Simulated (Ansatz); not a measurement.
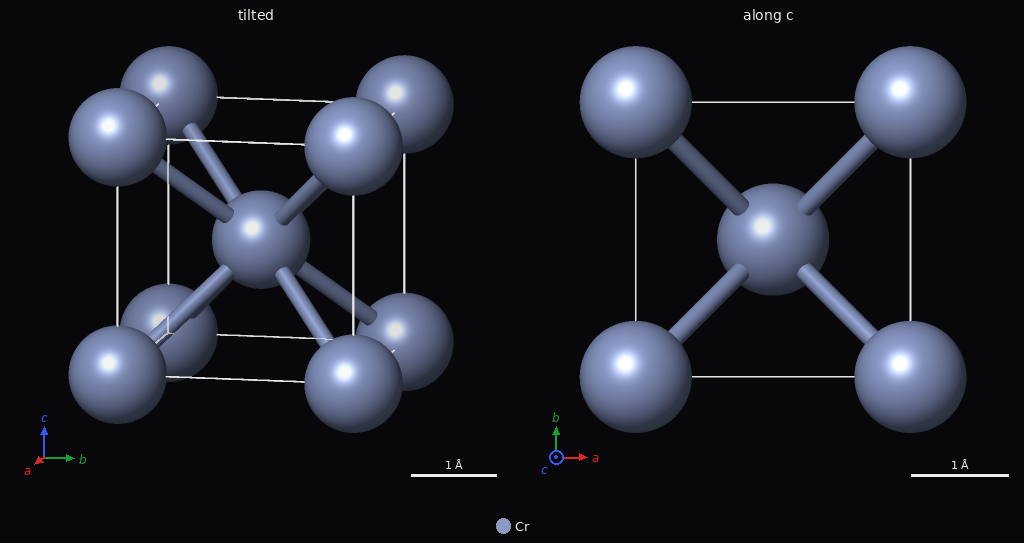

A ball-and-stick rendering, viewed slightly off an axis and along the c axis. The frame is the conventional unit cell; atoms at its boundary are shown with their periodic copies.

Bonds shown: Cr–Cr up to 2.76 Å (cut-off distances).

### How many atoms does the box hold, once sharing is allowed for?

2 (chromium), counting shared atoms by their share.

### Identify the Bravais lattice.

Body-centred cubic.

### Which space group does it belong to?

Im-3m (No. 229), with Cr on 2a.

The cell started as the standard structure of this element. The cell was then strained or its atoms displaced on purpose. It was the input of a calculation with Ansatz.
